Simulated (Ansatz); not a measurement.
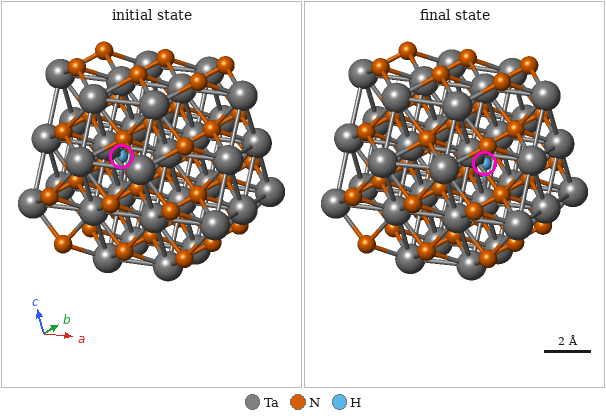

The two relaxed end points of a path for a defect cell of composition Ta$_{8}$HN$_{8}$ (17 atoms in the cell). The picture is a ball-and-stick view of the atoms within 5.6 Å of the middle of the path, seen slightly off an axis. The moving atom is ringed, with any periodic copies. Bonds to atoms that aren't drawn are left out.

All numbers below come from DFT PBE, scalar-relativistic, plane waves, PAW in Ansatz.

Input
```yaml
crystal:
  lattice:
    - [0.0, 0.0, 5.7955432028]
    - [-2.9501846797, -5.1098697569, 0.0]
    - [5.9003693593, 0.0, 0.0]
  atoms:
    - { symbol: Ta, position: [0.2500150046, 0.1666835465, 0.8333400989] }
    - { symbol: Ta, position: [0.7500159395, 0.1666477834, 0.8333470193] }
    - { symbol: Ta, position: [0.2499758151, 0.1767786101, 0.3383949394] }
    - { symbol: Ta, position: [0.7499813195, 0.1657351382, 0.3329008612] }
    - { symbol: Ta, position: [0.2499795268, 0.6616183523, 0.8232154129] }
    - { symbol: Ta, position: [0.7499850568, 0.667082634, 0.8342334835] }
    - { symbol: Ta, position: [0.2500149432, 0.6616150062, 0.3383963292] }
    - { symbol: Ta, position: [0.7500170267, 0.6670640862, 0.3329109946] }
    - { symbol: "N", position: [-0.0024967634, 0.0019234473, 0.5038946899] }
    - { symbol: "N", position: [0.5025031634, 0.0019151973, 0.5038831628] }
    - { symbol: "N", position: [-0.0024981341, 0.0019368381, -0.0019412555] }
    - { symbol: "N", position: [0.5025099465, 0.0019495708, -0.0019577886] }
    - { symbol: "N", position: [0.0012316378, 0.4999831202, 0.5000001307] }
    - { symbol: "N", position: [0.4987419504, 0.4999788506, 0.4999998693] }
    - { symbol: "N", position: [-0.002495987, 0.4961103759, -0.0019353101] }
    - { symbol: "N", position: [0.5025033884, 0.496123656, -0.0019266393] }
    - { symbol: H, position: [0.2500752716, 0.8333403967, 0.1666663918] }
basis:
  ecutwfc: 420
  xc_grid: 2
kpoints:
  mp_grid: { grid: [4, 5, 5], shift: [0.5, 0.0, 0.0] }
hamiltonian:
  xc: pbe
scf:
  occupations: { method: gaussian, width: 0.1 }
output:
  forces: true
neb:
  images: 5
  f_tol: 0.05
  max_iterations: 70
  order_check: false
  final_atoms:
    - { symbol: Ta, position: [0.2499840605, 0.1666477834, 0.8333470193] }
    - { symbol: Ta, position: [0.7499849954, 0.1666835465, 0.8333400989] }
    - { symbol: Ta, position: [0.2500186805, 0.1657351382, 0.3329008612] }
    - { symbol: Ta, position: [0.7500241849, 0.1767786101, 0.3383949394] }
    - { symbol: Ta, position: [0.2500149432, 0.667082634, 0.8342334835] }
    - { symbol: Ta, position: [0.7500204732, 0.6616183523, 0.8232154129] }
    - { symbol: Ta, position: [0.2499829733, 0.6670640862, 0.3329109946] }
    - { symbol: Ta, position: [0.7499850568, 0.6616150062, 0.3383963292] }
    - { symbol: "N", position: [0.0024967634, 0.0019234473, 0.5038946899] }
    - { symbol: "N", position: [0.4974968366, 0.0019151973, 0.5038831628] }
    - { symbol: "N", position: [0.0024981341, 0.0019368381, -0.0019412555] }
    - { symbol: "N", position: [0.4974900535, 0.0019495708, -0.0019577886] }
    - { symbol: "N", position: [-0.0012316378, 0.4999831202, 0.5000001307] }
    - { symbol: "N", position: [0.5012580496, 0.4999788506, 0.4999998693] }
    - { symbol: "N", position: [0.002495987, 0.4961103759, -0.0019353101] }
    - { symbol: "N", position: [0.4974966116, 0.496123656, -0.0019266393] }
    - { symbol: H, position: [0.7499247284, 0.8333403967, 0.1666663918] }
```

Run as
```bash
ansatz run input.yaml --threads 4 --pin off --max-ram 10240MiB --backend cpu --events-out ev --progress --plain --runs-dir out
```

**Predict the minimum-energy path and its barrier.**

The barrier is about 1.85 eV in both directions, with image 3 at the top; the ends have the same energy. The H atom travels furthest, 2.90 Å from end to end, along +a, on a straight line. At the highest image its nearest neighbour (N) is 1.75 Å away, against 1.75 Å at the start. The band converged in 5 iterations. The largest component of the band force went from 0.56 to 0.016 eV/Å. The climbing image converged on the top of the path. Its curvatures weren't checked.

Energies of the converged images:

```json
{"image": "0", "path (Å)": "0.00", "E (eV)": "0.000"}
{"image": "1", "path (Å)": "0.47", "E (eV)": "0.193"}
{"image": "2", "path (Å)": "0.94", "E (eV)": "1.032"}
{"image": "3", "path (Å)": "1.41", "E (eV)": "1.853"}
{"image": "4", "path (Å)": "1.88", "E (eV)": "1.032"}
{"image": "5", "path (Å)": "2.36", "E (eV)": "0.193"}
{"image": "6", "path (Å)": "2.83", "E (eV)": "0.000"}
```

The geometry at the top of the path:

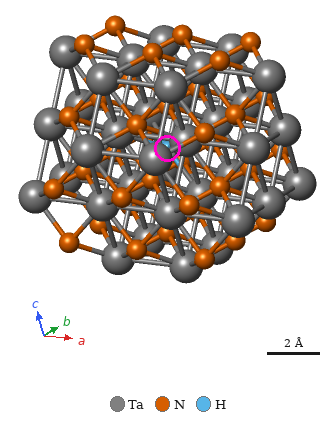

Limits of the set-up: the cell has an odd number of electrons but was run without spin polarisation; the periodic images lie only 5.8 Å apart, so the values are limited by the cell's size.
